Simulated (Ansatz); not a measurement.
# A series of single points on Cr

System: Cr (2 atoms in the cell).
Method: DFT, revPBE, plane waves (420 eV) with PAW, scalar-relativistic, spin-polarised (Ansatz 0.2.0).

The 6 runs differ only in the geometry, by an even scaling of the cell at fixed fractional positions.

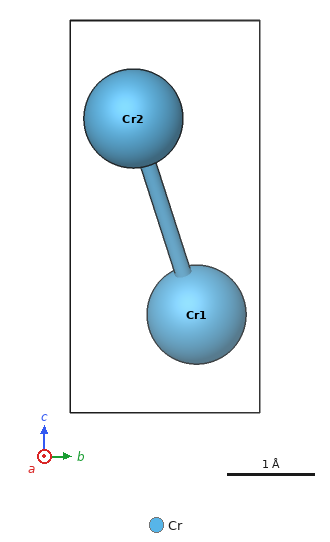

Figure 1. The structure of run 4 (ball-and-stick view of the cell of the calculation, along the a axis; atoms are numbered from 1 in the order of the input).

**Input of run 4**
```yaml
crystal:
  lattice:
    - [2.5308371102, 0.0, 0.0]
    - [-1.2654185551, 2.1917692302, 0.0]
    - [0.0, 0.0, 4.5381467138]
  atoms:
    - { symbol: Cr, position: [0.3333333333, 0.6666666667, 0.25], spin: 1.5 }
    - { symbol: Cr, position: [0.6666666667, 0.3333333333, 0.75], spin: 1.5 }
hamiltonian:
  xc: revpbe
  pseudopotentials:
    kind: paw
    azcp:
      Cr: "pseudopotentials/Cr.paw.azcp"
basis:
  ecutwfc: 420
  fft_grid_basis: typed
kpoints:
  mp_grid: { grid: [16, 16, 8], shift: [0, 0, 0] }
magnetization:
  spin_polarized: true
scf:
  occupations: { method: fermi_dirac, width: 0.05 }
  lower_state_search: "off"
output:
  stress: true
```

Run 5 differs from it as follows:
```diff
-    - [2.5308371102, 0.0, 0.0]
-    - [-1.2654185551, 2.1917692302, 0.0]
-    - [0.0, 0.0, 4.5381467138]
+    - [2.5628764242, 0.0, 0.0]
+    - [-1.2814382121, 2.2195160901, 0.0]
+    - [0.0, 0.0, 4.5955977078]
```

**Results, with one run withheld**

```csv
run,volume per atom (Å³),"free energy per atom, from the lowest run given (meV)",pressure (GPa)
1,10.650,153.09,37.59
2,11.618,14.78,10.08
3,12.102,0.00,0.05
4,12.587,12.61,−8.11
5,13.071,?,?
6,13.555,100.43,−20.10
```

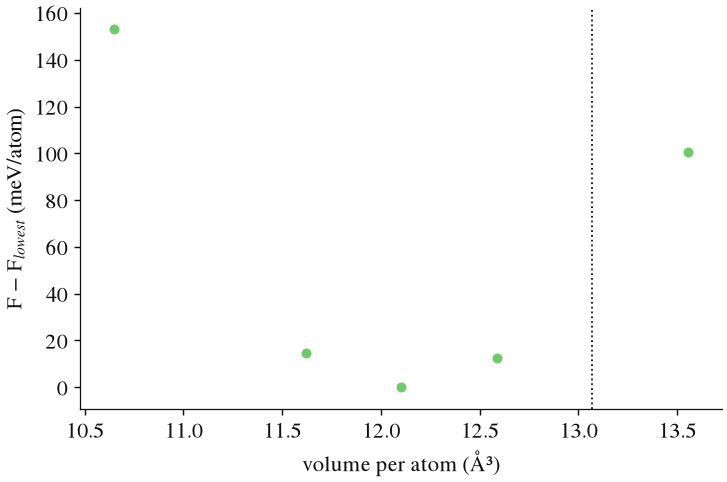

Figure 2. Free energy per atom of the runs given; the dotted line marks run 5.

Estimate the energy of run 5 from the others.

A cubic polynomial in V^(−2/3) (the Birch–Murnaghan form), fitted to the 5 runs given, misses them by under 0.01 meV per atom. With x = V^(−2/3) − 0.19039 Å⁻², it reads F = 0.26982 + 755.45 x + 5.324e+05 x² + 2.2019e+05 x³ (meV per atom). At run 5 it gives 47.46 meV per atom, and the run itself gives 47.50. The slope of the fit gives a pressure −dF/dV of −14.74 GPa there, and the run prints −14.74 GPa. The fit has its minimum at 12.105 Å³ per atom, where V d²F/dV² gives 225 GPa. Cell shape and fractional positions are held, so this is the stiffness under even scaling; the relaxed bulk modulus wasn't computed.

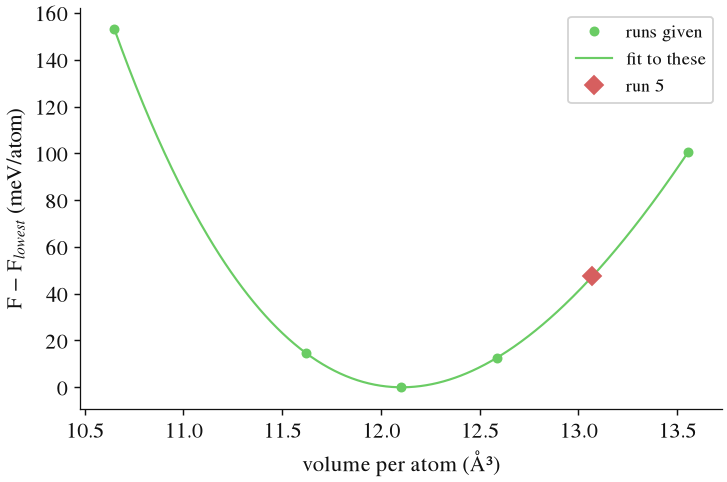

Figure 3. The fit and the withheld run.

**Output, shortened to warnings, some set-up lines, iterations and results (run 5)**
```
WARN: the starting moments were not kept: the SCF closed with an absolute magnetisation of 4.9e-6 μB, where they sum to 3 μB in size (2 sites). That is at most 0.1 of that sum. Measured as dr2_m measures the in/out step, that magnetisation stands 9.5e-12 eV from none, at or under the dr2_threshold of 1.0e-7 eV: it is no larger than a step whose dr2_m would equal this threshold. The system may …
Basis set: ecut = 420 eV, 513 PW (Γ)
Symmetry: 24 space group operations
k-points: 150 of 2048
Initial density: superposition of atomic densities (chi_scale 0.1, normalization cell)
[...]
SCF iter   1: F=—  HF=-6763.710743 eV  |F-HF|=—  |Δ(HF+E_count)|=         —  Δρ=1.97e-1 (↑1.97e-1 ↓5.43e-2)  dr2=1.21e1  dr2_m=1.80e0  M=1.381 μB ∫|m|=1.381 μB  β_m=0.30  …
SCF iter   2: F=—  HF=-6761.503791 eV  |F-HF|=—  |Δ(HF+E_count)|=    2.21e0  Δρ=1.04e-1 (↑1.04e-1 ↓3.39e-2)  dr2=3.01e0  dr2_m=7.06e-1  M=1.494 μB ∫|m|=1.494 μB  β_m=0.30  …
SCF iter   3: F=—  HF=-6760.882766 eV  |F-HF|=—  |Δ(HF+E_count)|=   6.21e-1  Δρ=3.95e-2 (↑3.05e-2 ↓3.95e-2)  dr2=9.80e-2  dr2_m=2.39e-1  M=1.594 μB ∫|m|=1.595 μB  β_m=0.30  …
SCF iter   4: F=—  HF=-6760.861884 eV  |F-HF|=—  |Δ(HF+E_count)|=   2.09e-2  Δρ=3.42e-2 (↑3.42e-2 ↓2.56e-2)  dr2=1.95e-2  dr2_m=2.12e-1  M=1.424 μB ∫|m|=1.425 μB  β_m=0.30  …
SCF iter   5: F=—  HF=-6760.881187 eV  |F-HF|=—  |Δ(HF+E_count)|=   1.93e-2  Δρ=2.60e-2 (↑2.41e-2 ↓2.60e-2)  dr2=9.65e-4  dr2_m=1.50e-1  M=1.324 μB ∫|m|=1.325 μB  β_m=0.30  …
[... 14 lines ...]
SCF iter  20: F=—  HF=-6760.992362 eV  |F-HF|=—  |Δ(HF+E_count)|=   6.67e-6  Δρ=5.70e-5 (↑5.70e-5 ↓4.07e-5)  dr2=1.41e-7  dr2_m=5.04e-7  M=-0.002 μB ∫|m|=0.002 μB  β_m=0.91  …
SCF iter  21: F=-6760.992363 eV  HF=-6760.992363 eV  |F-HF|=2.35e-8  |Δ(HF+E_count)|=   1.12e-6  Δρ=1.02e-5 (↑1.02e-5 ↓8.47e-6)  dr2=1.09e-9  dr2_m=2.03e-8  M=-0.001 μB …
SCF iter  22: F=-6760.992363 eV  HF=-6760.992363 eV  |F-HF|=3.29e-10  |Δ(HF+E_count)|=   5.05e-8  Δρ=1.81e-6 (↑1.35e-6 ↓1.81e-6)  dr2=3.44e-10  dr2_m=4.96e-10  M=-0.000 μB …
SCF iter  23: F=-6760.992363 eV  HF=-6760.992363 eV  |F-HF|=5.46e-12  |Δ(HF+E_count)|=   1.27e-9  Δρ=2.16e-7 (↑1.24e-7 ↓2.16e-7)  dr2=3.81e-12  dr2_m=6.11e-12  M=0.000 μB …
SCF 1 converged in 23 iterations: F = -6760.992363 eV  dr2 = 3.81e-12
SCF converged after 23 iterations
Magnetization: 0.0000 μB (14.0000 up, 14.0000 down)
Absolute magnetization: 0.0000 μB (∫|ρ↑−ρ↓|, with the PAW one-centre terms)
Spin contamination: 0.0000 ħ² per cell (⟨S²⟩ above its minimum at these occupations)
Per-site moments (μB) at R_I (Å): [(1.7378431575434138e-6, 1.0571865249783505), (1.7378431576461877e-6, 1.0571865249783505)]
Free energy (F): -6760.992363 eV
Harris-Foulkes:  -6760.992363 eV  (|F-HF|=5.46e-12)
Internal energy: -6760.962165 eV  (E = F + TS)
E sigma→0 (E₀):  -6760.977264 eV
Entropy (-TS):   -0.030198 eV (-15.099 meV/atom)
Fermi energy:    16.737958 eV
--- Per-component energies (eV) ---
  E_band       = -355.023253
  E_kinetic    = 681.666761
  E_local      = -2576.098892  (includes V_loc(G=0)·N_el)
  E_nonlocal   = 155.480286
  E_hartree    = 1107.614299
  E_xc         = -278.293169
  E_vxc        = -354.464223  (∫ρ·V_xc dr)
  E_paw        = -2395.407050  (= ΣΔE_a)
  E_vpaw       = -476.836316  (= ΣTr[D̂ρ^β])
  E_aug_tail   = 0.000660  (compensation charges beyond the density's cutoff)
  E_ewald      = -3455.852212
  E_core_change = -0.072849  (= ΣΔE_core)
  E_smearing   = -0.030198  (= −TS)
  E_closure    = 0.000000  (closes the sum)
  Σ components = -6760.992363   (vs F -6760.992363, Δ=0.00e0)
--- Stress (GPa, compression-positive) ---
      -15.341252      -0.000000       0.000000
        0.000000     -15.341252       0.000000
        0.000000       0.000000     -13.535697
  P = ⅓ Tr σ = -14.7394 GPa (-147.394 kbar)
```

Warnings of the run: some starting moments were not kept.
